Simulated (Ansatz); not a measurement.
Mn$_{2}$AlCu$_{3}$

Input file:

```
crystal:
  lattice:
    - [4.7359140226, 0.0, 0.0]
    - [-2.3679570113, 4.1014218537, 0.0]
    - [0.0, 0.0, 7.5559773465]
  atoms:
    - { symbol: Mn, position: [0.0, 0.0, 0.6640624499], spin: 3.98 }
    - { symbol: Mn, position: [0.0, 0.0, 0.3359375501], spin: 3.98 }
    - { symbol: Al, position: [0.0, 0.0, 0.0] }
    - { symbol: Cu, position: [0.5, 0.0, 0.5] }
    - { symbol: Cu, position: [0.0, 0.5, 0.5] }
    - { symbol: Cu, position: [0.5, 0.5, 0.5] }
basis:
  ecutwfc: 420
kpoints:
  mp_grid: { grid: [12, 12, 6] }
hamiltonian:
  xc: pbe
scf:
  occupations: { method: gaussian, width: 0.1 }
output:
  forces: true
  stress: true
  eigenvalues: true
  populations: true
  write_density: true
  write_potential: true
  elf: true
  volumetric_format: npy
magnetization:
  spin_polarized: true
relax:
  adjacent_minimum: "off"
  f_tol: 0.01
  max_steps: 80
  cell: { stress_tol: 0.05 }
```

Run with:

```sh
ansatz run input.yaml --threads 1 --pin off --max-ram 2560MiB --backend cpu --events-out ev --progress --plain --runs-dir out
```

Below, planes, directions and counts refer to the conventional cell (a = 4.73 Å, b = 4.73 Å, c = 7.56 Å, α = 90.00°, β = 90.00°, γ = 120.00°).

Space group P6/mmm; a structure generated by program, which may or may not match a known phase; spin-polarised.

All numbers below come from Ansatz, DFT PBE, scalar-relativistic, plane waves, PAW.

The density is the valence pseudo-density of a PAW calculation; it isn't the true density close to the nuclei.

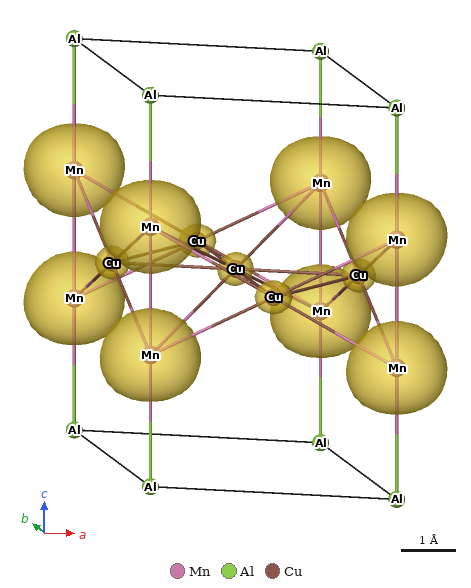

Figure 1. Isosurface of the spin density (up minus down) at +0.2 e/Å³ (yellow), seen slightly off an axis. Sticks mark near contacts.

**Describe the spin distribution.**

The spin density sits on Mn: +3.6 μB (×2) in one cell of 6 atoms, with smaller moments on other sites: Al (up to −0.07 μB) and Cu (up to +0.09 μB): parallel main moments (a ferromagnetic arrangement) in this solution. The cell of the calculation (6 atoms) carries 7.8 μB of net spin moment.

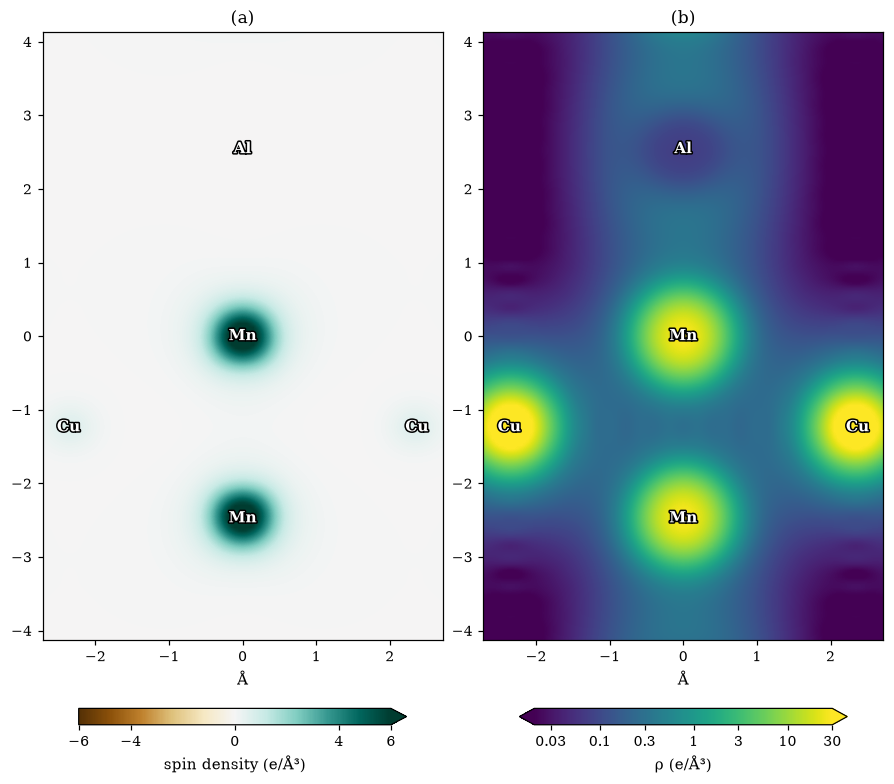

Figure 2. (a) spin density; (b) valence pseudo-density on the (010) plane of the conventional cell.

**Interpret the plot.**

- The section cuts through Mn, Al and Cu sites.
- Mn–Mn (2.48 Å): ρ at the midpoint is about 0.29 e/Å³.
- Mn–Al (2.54 Å): ρ at the midpoint is about 0.35 e/Å³.
- Mn–Cu (2.67 Å): the density is about 0.25 e/Å³ at the midpoint.
- Between the atoms the lowest density in this plane is 0.009 e/Å³.

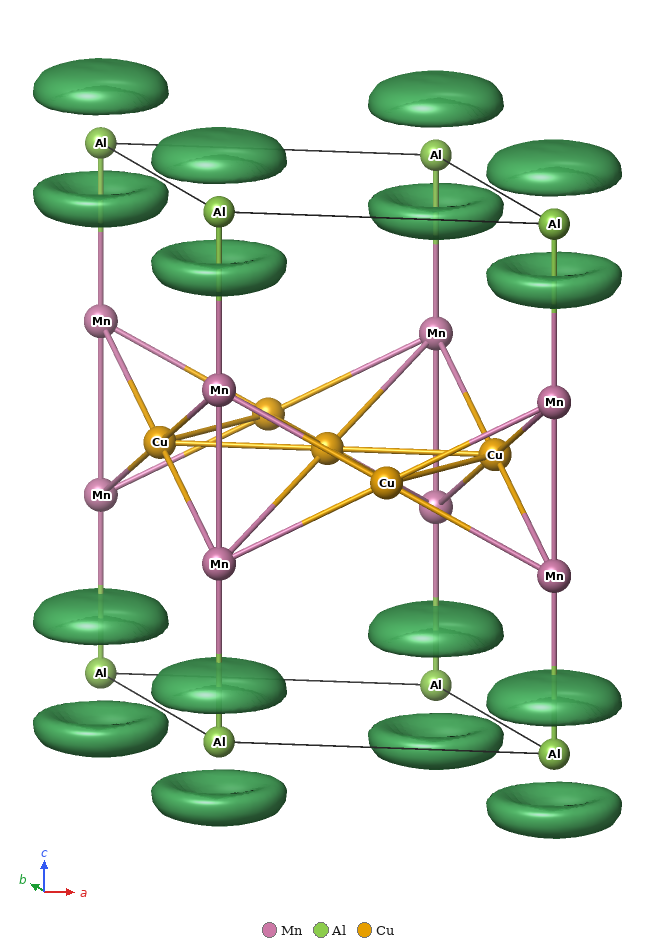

Figure 3. Isosurface of the ELF at 0.85 (green), seen slightly off an axis. Only the valence region is drawn (cores and ρ < 0.01 e/Å³ removed). Sticks mark near contacts.

**Where are the electrons localised?**

The ELF exceeds this value in two lobes of the valence shell of Al pointing towards Mn (polar bonds), counted in one cell of 6 atoms. Any copies at cell faces, edges or corners count once. Profiles from the grid: Cu–Cu (2.37 Å): the ELF is about 0.25 at the midpoint; no shared electron pair shows on this line. Mn–Mn (2.48 Å): the ELF is about 0.20 at the midpoint: no shared electron pair shows on this line.

**Metal or insulator at this level of theory?**

It is metallic or semimetallic at this level of theory: no gap opens.
